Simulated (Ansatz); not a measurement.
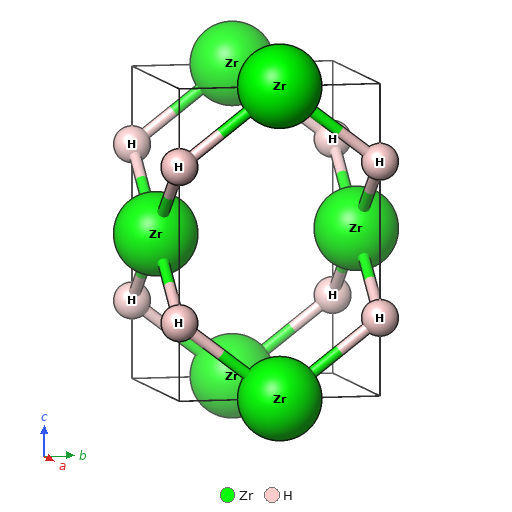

System: ZrH, space group P4_2/mmc (No. 131). The picture shows the cell.

Starting cell:
```yaml
crystal:
  lattice:
    - [3.24279, 0.00000, 0.00000]
    - [0.00000, 3.24279, 0.00000]
    - [0.00000, 0.00000, 4.94800]
  atoms:
    - { symbol: Zr, position: [0.00000, 0.50000, 0.00000] }
    - { symbol: Zr, position: [0.50000, 0.00000, 0.50000] }
    - { symbol: H, position: [0.00000, 0.00000, 0.75000] }
    - { symbol: H, position: [0.00000, 0.00000, 0.25000] }
```

Computed with Ansatz 0.2.0: deformation of a crystal at fixed volume, lengths along the axis scaled against those across it, fractional coordinates fixed, by plane-wave density functional theory with PAW datasets, free energies less that of the undisturbed cell, pressure positive in compression; scalar-relativistic. Level: PBEsol, no spin polarisation.

wave cutoff 420 eV; k mesh 16×16×12; occupations Gaussian; smearing width 0.15 eV; k shift (0, 0, 0) (mesh steps); start as given; path tetragonal; axis direction (0, 0, 1) (Cartesian unit vector).

Predict the energy change and pressure against relative axial ratio. The relative axial ratio takes the values 0.80, 0.85, 0.92, 0.96, 1.00, 1.05, 1.10, 1.20, 1.30.

The energy change is 35 meV/atom at relative axial ratio 0.80 and 143 meV/atom at 1.30; the lowest computed point is at relative axial ratio 1.00 (0 meV/atom). The pressure goes from −3.218 GPa at relative axial ratio 0.80 to −4.106 GPa at 1.30, not monotonically, with a high of −2.095 GPa at 0.92.

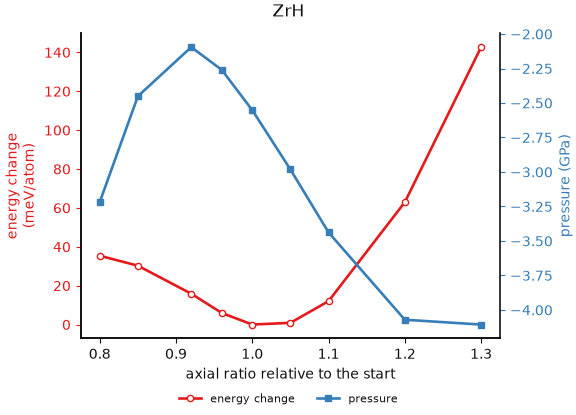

Note: reference crystal is not relaxed; shape and atomic fractions are frozen while scaling, which makes layered, chain and framework solids too stiff.
